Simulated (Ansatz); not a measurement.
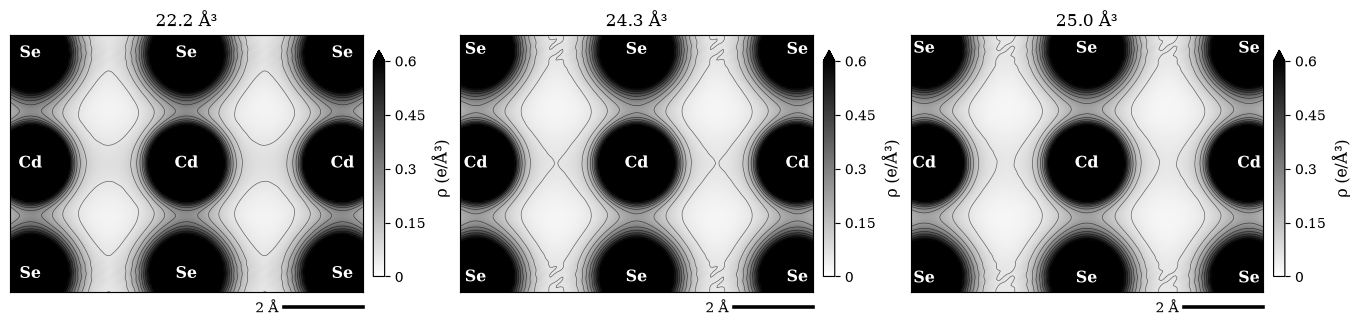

CdSe. The valence electron density of cells scaled evenly to different volumes (given per atom above each panel), on the (011̄) plane of each (indices in the axes of the cell below), at one length scale and on one colour scale.

A structure from a database of computed crystals, not necessarily the ambient phase.

Theory: Ansatz, DFT PBE, scalar-relativistic, plane waves, PAW.

In a PAW calculation such maps are meaningful between the atoms, not at the nuclei.

The largest cell:

```
CELL_PARAMETERS angstrom
0.00000 2.92485 2.92485
2.92485 0.00000 2.92485
2.92485 2.92485 0.00000
ATOMIC_POSITIONS crystal
Cd 0.00000 0.00000 0.00000
Se 0.50000 0.50000 0.50000
```

| volume (Å³/atom) | Cd–Se contact in the plane (Å) | ρ at its midpoint (e/Å³) | pressure (GPa) | 
| --- | --- | --- | --- |
| 22.19 | 2.810 | 0.273 | 4.3 | 
| 23.61 | 2.869 | ? | ? | 
| 24.31 | 2.897 | 0.236 | −1.7 | 
| 25.02 | 2.925 | 0.225 | −3.0 | 

Q: What values belong in the row with question marks?

A: Over the known rows ln ρ falls by 1.68 per Å of Cd–Se distance (a least-squares line), which gives 0.247 e/Å³ at 2.869 Å; the calculation gives 0.247 e/Å³. For the pressure, a straight line in volume between the neighbouring rows gives 0.3 GPa; the calculation gives 0.0.
